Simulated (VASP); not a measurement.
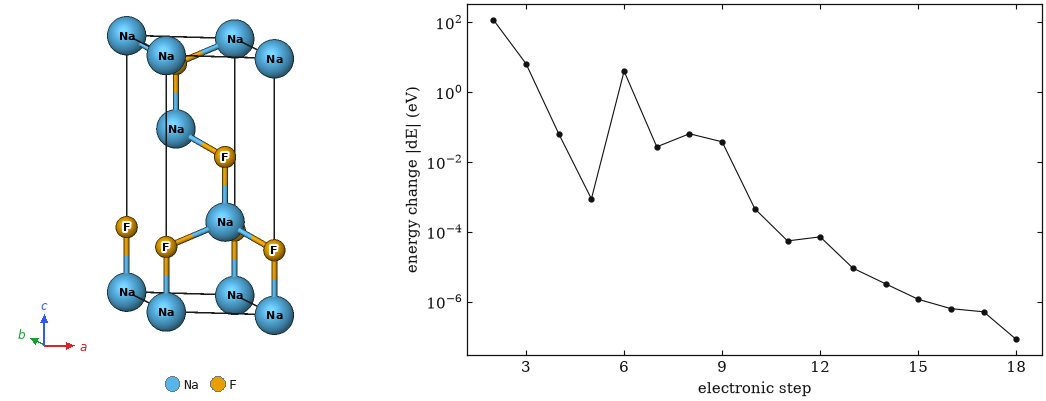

Beside the plot: the structure in its conventional cell.

The plot shows the electronic steps of a calculation: energy change |dE|.

Program: VASP.

INCAR
```
ENCUT = 520.000000
SIGMA = 0.010000
EDIFF = 1.00e-07
ALGO = Normal
METAGGA = R2SCAN
PREC = Accurate
IBRION = -1
ISIF = 2
ISMEAR = 0
NBANDS = 14
NELM = 120
NSW = 0
LASPH = .TRUE.
LCHARG = .FALSE.
LWAVE = .FALSE.
LREAL = .FALSE.
```

KPOINTS
```
KPOINTS created by Atomic Simulation Environment
0
Gamma
8 8 8
0 0 0
```

POSCAR
```
Na F
 1.0000000000000000
    -0.0403965482000000    2.5217462002000000    2.5217462002000000
     2.5217462002000000   -0.0403965482000000    2.5217462002000000
     2.5217462002000000    2.5217462002000000   -0.0403965482000000
 Na  F
   1   1
Cartesian
 -0.0089246222171929 -0.0089246222171929 -0.0089246222171929
  1.2596985852671925  1.2596985852671925  1.2596985852671925
```

How did this run end?

Answer. Converged, in 18 steps. The energy change falls unevenly and jumps up by a factor of two or more twice on the way down, most sharply at step 6 (by about 4 orders of magnitude). The jump at step 6 comes where the charge density, held fixed for the first 5 steps, starts to be updated.

What is the energy change at the start and at the end?

Answer. It starts near 100 and ends near 8 × 10⁻⁸ eV.

Is anything amiss with this input?

Answer. Nothing shows: the run converged and the program gave no warning.
